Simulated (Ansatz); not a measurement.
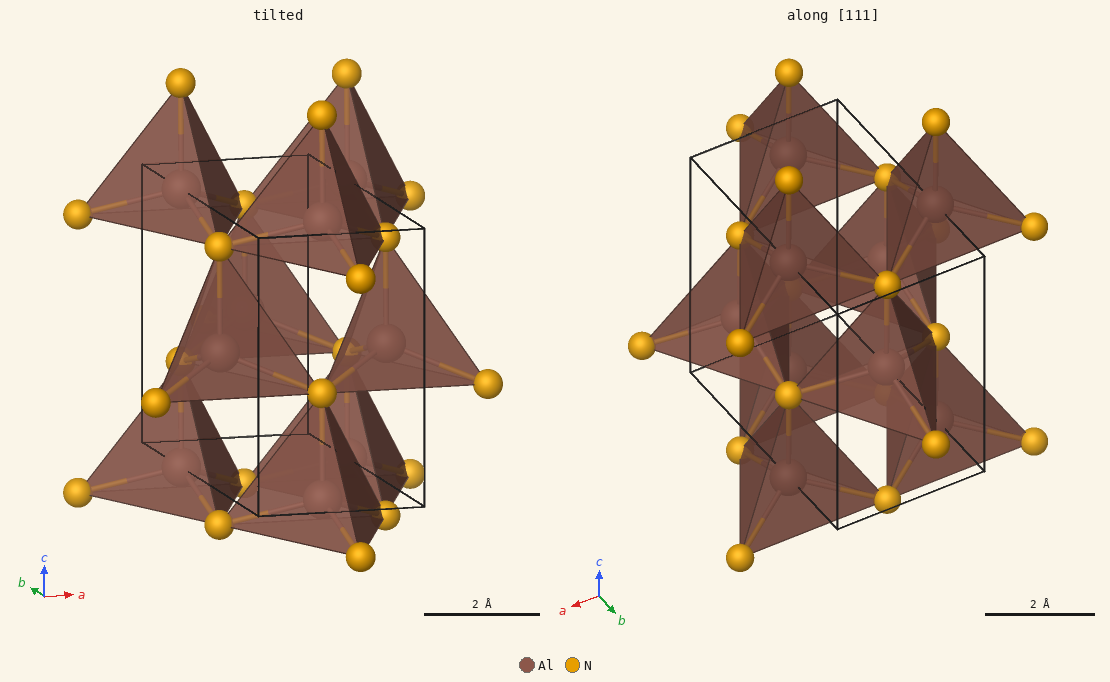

Figure: polyhedral view slightly off an axis and along [111]. The frame is the conventional unit cell; atoms at its boundary are shown with their periodic copies. A few atoms beyond the faces are included. Cell: a = 3.130 Å, b = 5.422 Å, c = 5.023 Å, α = 90.00°, β = 92.58°, γ = 90.00°.

Formula: AlN. The structure has Cc (No. 9) symmetry and a base-centred monoclinic lattice. With Z = 4, the cell contains 4 Al, 4 N. The polyhedra are AlN4 tetrahedra; they share corners. The Al atoms are each bonded to four N in a tetrahedral arrangement at about 1.9 Å. Around each N lie four Al in a tetrahedral arrangement at about 1.9 Å. The bonds build a three-dimensional framework.

The model was built from a structure listed in the Materials Project. The cell was then strained or its atoms displaced on purpose. It went into a calculation with Ansatz.
